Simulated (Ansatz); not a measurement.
**Single-point calculation, with input and output: HfO₂ (part 2 of 2)**

Continued. System: HfO₂ (P2₁/c, 24 atoms in the cell). Method: DFT PBE, scalar-relativistic, plane waves, PAW, no spin polarisation (Ansatz 0.2.0); cutoff 420 eV, 2×2×2 k-mesh, Gaussian smearing of 0.02 eV. The structure derives from a Materials Project entry. It belongs to a series of runs on one base structure; here: the perfect crystal in a cell of 24 atoms.

Geometry of the input (Å; fractional positions):
```
4.2678  0.0000  5.2716
-5.1609  5.2121  0.0053
-5.1609  -5.2121  0.0053
Hf 0.7084  0.9449  0.4878
Hf 0.7084  0.4449  0.9878
Hf 0.7916  0.0122  0.0551
Hf 0.7916  0.5122  0.5551
Hf 0.2916  0.5551  0.0122
Hf 0.2916  0.0551  0.5122
Hf 0.2084  0.4878  0.4449
Hf 0.2084  0.9878  0.9449
O  0.9766  0.1351  0.3923
O  0.9766  0.6351  0.8923
O  0.5234  0.6077  0.3649
O  0.5234  0.1077  0.8649
O  0.0234  0.3649  0.1077
O  0.0234  0.8649  0.6077
O  0.4766  0.8923  0.1351
O  0.4766  0.3923  0.6351
O  0.3484  0.8050  0.4763
O  0.3484  0.3050  0.9763
O  0.1516  0.5237  0.6950
O  0.1516  0.0237  0.1950
O  0.6516  0.6950  0.0237
O  0.6516  0.1950  0.5237
O  0.8484  0.9763  0.8050
O  0.8484  0.4763  0.3050
```

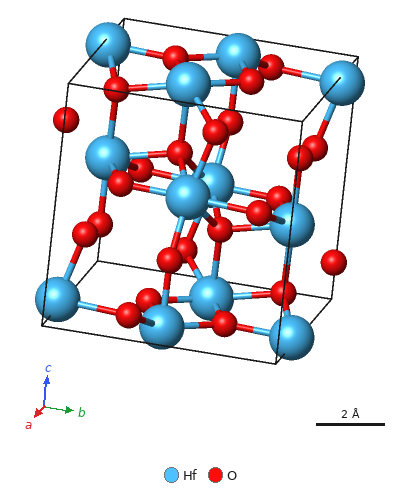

Fig. 1: The input geometry (ball-and-stick view of the cell of the calculation, seen slightly off an axis).

**What the program printed, continued**
```
  k-point 1: bands = ["-46.7668", "-46.7622", "-46.7582", "-46.7576", "-46.7555", "-46.7520", "-46.7508", "-46.7504", "-15.7707", "-15.7526", "-15.7290", "-15.7099", "-15.7013", "-15.7009", "-15.6616", "-15.6397", "-15.5758", "-15.5746", "-15.5185", "-15.5129", "-15.4908", "-15.4712", "-15.4578", "-15.4409", "-15.4170", "-15.4139", "-15.4037", "-15.3897", "-15.3848", "-15.3731", "-15.3503", "-15.3416", "-3.8739", "-3.5758", "-3.1232", "-3.0059", "-3.0002", "-2.9695", "-2.9677", "-2.8417",
      "-2.6089", "-2.5804", "-2.4447", "-2.4189", "-2.3857", "-2.3527", "-2.2983", "-2.2983", "3.3393", "3.3394", "3.3429", "3.3463", "3.3488", "3.3491", "3.3505", "3.3523", "3.3544", "3.3547", "3.3552", "3.3574", "3.3574", "3.3603", "3.3634", "3.3646", "3.3650", "3.3664", "3.3681", "3.3708", "3.3709", "3.3723", "3.3732", "3.3740", "3.3742", "3.3759", "3.3765", "3.3775", "3.3783", "3.3787", "3.3803", "3.3807",
      "3.3823", "3.3830", "3.3859", "3.3863", "3.3891", "3.3897", "3.3904", "3.3924", "3.3932", "3.3942", "3.3989", "3.4005", "3.4031", "3.4043", "3.4048", "3.4145", "3.4153", "3.4176", "3.4240", "3.4337", "3.4385", "3.4411", "3.4580", "3.4590", "8.8646", "8.9015", "8.9457", "8.9787", "9.0256", "9.3013", "9.4113", "9.5032", "9.5850", "9.6651", "9.7877", "9.8718", "9.9745", "10.1368", "10.2103", "10.2588",
      "10.3359", "10.3862", "10.6321", "10.9452", "11.0565", "11.1110", "11.2054", "11.2512", "11.4038", "11.5211", "11.7038", "11.7207", "11.7885", "11.7895", "11.9699", "12.0338", "12.1187", "12.1829", "12.2565", "12.2598", "12.3294", "12.3608", "12.5211", "12.6108", "12.6524", "12.8518", "12.8984", "12.9117", "13.0310", "13.2397", "13.3644", "13.3723", "17.9654", "18.4475", "18.4633", "18.6040", "18.6520", "18.8859", "19.0050", "19.1400",
      "19.2953", "19.4184", "19.5203", "19.6388", "19.8040", "19.9003", "19.9755", "20.0562", "20.2727", "20.2751", "20.5297", "20.5786", "20.7796", "20.8186", "21.0678", "21.2891", "21.3518", "21.4966", "21.6269", "21.8647", "21.8781", "22.1449", "22.1978"]
  k-point 2: bands = ["-46.7686", "-46.7598", "-46.7598", "-46.7547", "-46.7540", "-46.7536", "-46.7536", "-46.7495", "-15.7796", "-15.7602", "-15.7602", "-15.7556", "-15.7199", "-15.7097", "-15.7097", "-15.6100", "-15.5218", "-15.5184", "-15.5184", "-15.4977", "-15.4862", "-15.4708", "-15.4398", "-15.4398", "-15.4167", "-15.4063", "-15.4059", "-15.4059", "-15.3692", "-15.3612", "-15.3612", "-15.3483", "-4.0701", "-3.3673", "-3.3673", "-3.0877", "-3.0877", "-2.9207", "-2.8994", "-2.8557",
      "-2.5559", "-2.4513", "-2.4513", "-2.3904", "-2.3424", "-2.2918", "-2.2918", "-2.2848", "3.3355", "3.3424", "3.3424", "3.3463", "3.3494", "3.3500", "3.3509", "3.3509", "3.3517", "3.3555", "3.3555", "3.3591", "3.3591", "3.3596", "3.3615", "3.3663", "3.3678", "3.3688", "3.3697", "3.3700", "3.3700", "3.3718", "3.3740", "3.3748", "3.3748", "3.3761", "3.3761", "3.3770", "3.3773", "3.3813", "3.3813", "3.3816",
      "3.3818", "3.3838", "3.3838", "3.3848", "3.3876", "3.3888", "3.3888", "3.3914", "3.3939", "3.3939", "3.3962", "3.3977", "3.4042", "3.4042", "3.4050", "3.4062", "3.4159", "3.4282", "3.4282", "3.4335", "3.4411", "3.4411", "3.4414", "3.4810", "8.3968", "8.5950", "8.8971", "9.2445", "9.2853", "9.3139", "9.3139", "9.5548", "9.5548", "9.7660", "9.8213", "9.8213", "10.1579", "10.1579", "10.2723", "10.3210",
      "10.6282", "10.6282", "10.6917", "10.6935", "10.9095", "10.9095", "11.1810", "11.3175", "11.3195", "11.3455", "11.3455", "11.6596", "11.6596", "11.7765", "12.0857", "12.0857", "12.0922", "12.1694", "12.3619", "12.3645", "12.4879", "12.5009", "12.5009", "12.7133", "12.7133", "12.7649", "13.0057", "13.0689", "13.0689", "13.1577", "13.1685", "13.6526", "18.0715", "18.2845", "18.2845", "18.4870", "18.7383", "18.9520", "19.0434", "19.0434",
      "19.2651", "19.2651", "19.4307", "19.6892", "19.7661", "19.9548", "19.9548", "19.9909", "20.3686", "20.4003", "20.4003", "20.5057", "20.6625", "20.7727", "20.7727", "21.0045", "21.1774", "21.5725", "21.7311", "21.7311", "21.9204", "22.3539", "22.5056"]
```

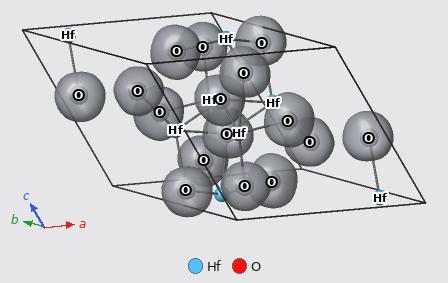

Fig. 2: Isosurface of the electron localisation function at 0.65 (grey), seen at an oblique angle. Core shells and regions of very low density are left out. Sticks mark near contacts. The outline is the calculation cell. Values along the shortest contacts: Hf–O (2.05 Å): the ELF peaks at about 0.85 in the valence shell of O, 0.6 Å from its nucleus, and drops to about 0.20 between the two atoms. Hf–O (2.15 Å): the ELF peaks at about 0.85 in the valence shell of O, 0.6 Å from its nucleus, and drops to about 0.20 between the two atoms. Core electrons are frozen (PAW), so the fields are smoothed inside the atomic spheres.

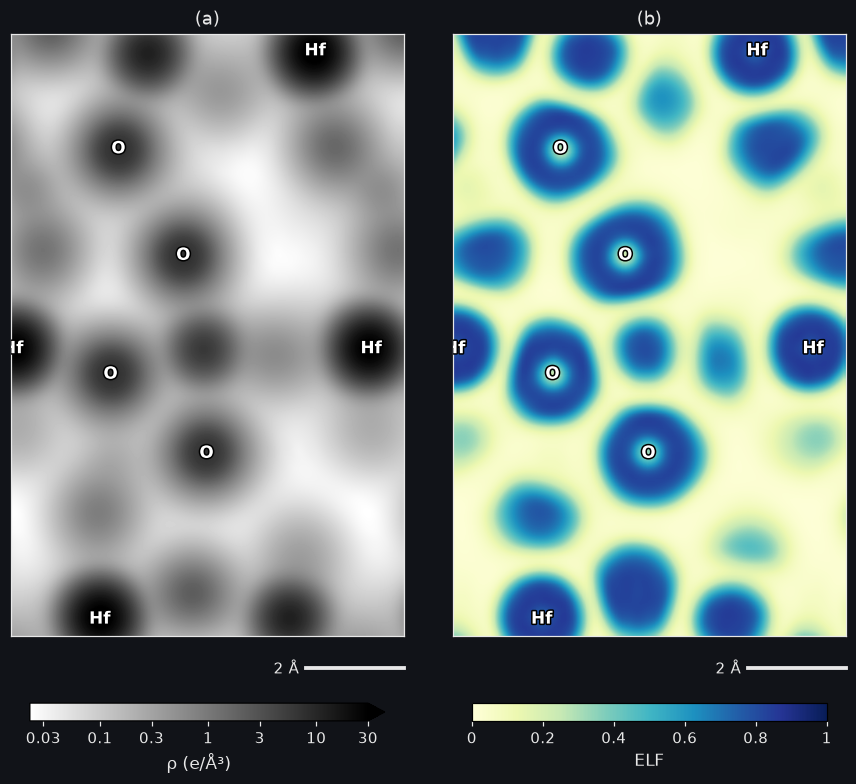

Fig. 3: (a) valence electron density; (b) ELF on the (110) plane of the calculation cell. Hf–O (2.07 Å): ρ at the midpoint is about 0.8 e/Å³; the ELF peaks at about 0.85 in the valence shell of O, 0.6 Å from its nucleus, and drops to about 0.20 between the two atoms. Away from the nuclei the density in this plane falls to 0.02 e/Å³ at its lowest. The strong features right at Hf lie inside the PAW spheres (semicore, d or f shells) and say nothing about bonding.

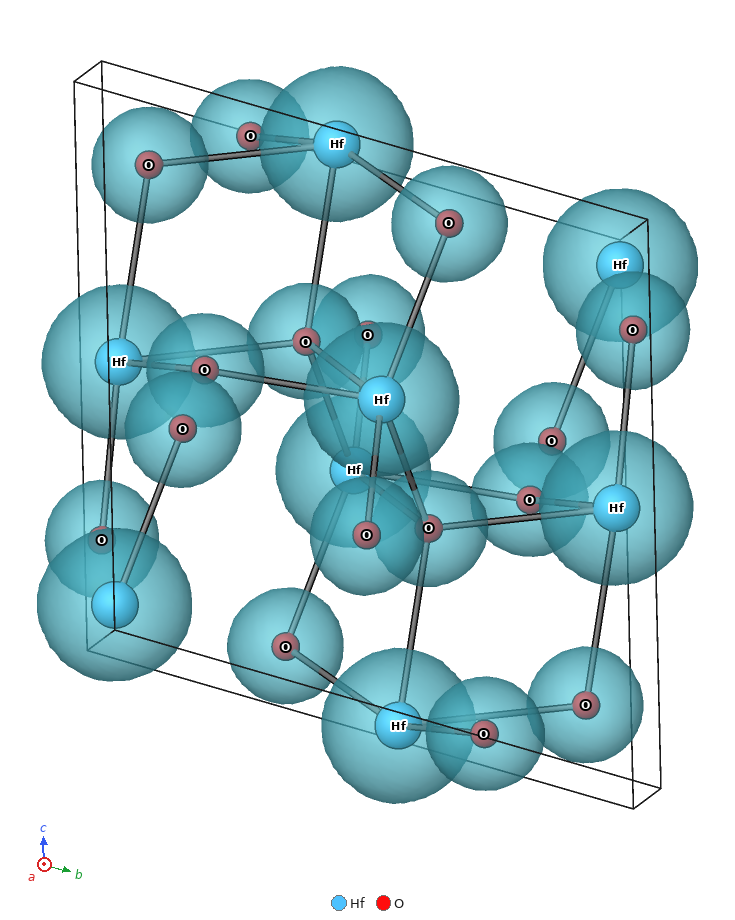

Fig. 4: Isosurface of the valence pseudo-density at 1.5 e/Å³ (cyan), seen at an oblique angle. Sticks mark near contacts. The outline is the calculation cell. At this value the density breaks into separate islands; it holds about 75 % of the electrons treated as valence (semicore included). It is pinched off along the Hf–O (2.05 Å), Hf–O (2.15 Å) and Hf–O (2.27 Å) contacts. On the grid the lowest density along these lines, outside the cores, is 0.78 e/Å³ (Hf–O, 2.05 Å), 0.62 e/Å³ (Hf–O, 2.15 Å) and 0.46 e/Å³ (Hf–O, 2.27 Å).

**Results in brief**

```csv
quantity,value
outcome,converged
space group (tolerance 0.01 Å),P2₁/c (14)
electrons treated,304
free energy,−134893.4385 eV
Fermi energy,15.809 eV
gap on the k-point mesh,4.31 eV
pressure,0.02 GPa
largest force (length of the vector),0.005 eV/Å
wall time,3.6 s (CPU time 23 s)
peak memory,0.95 GiB
```

**Remarks**

Spin–orbit coupling is left out, which matters for Hf.
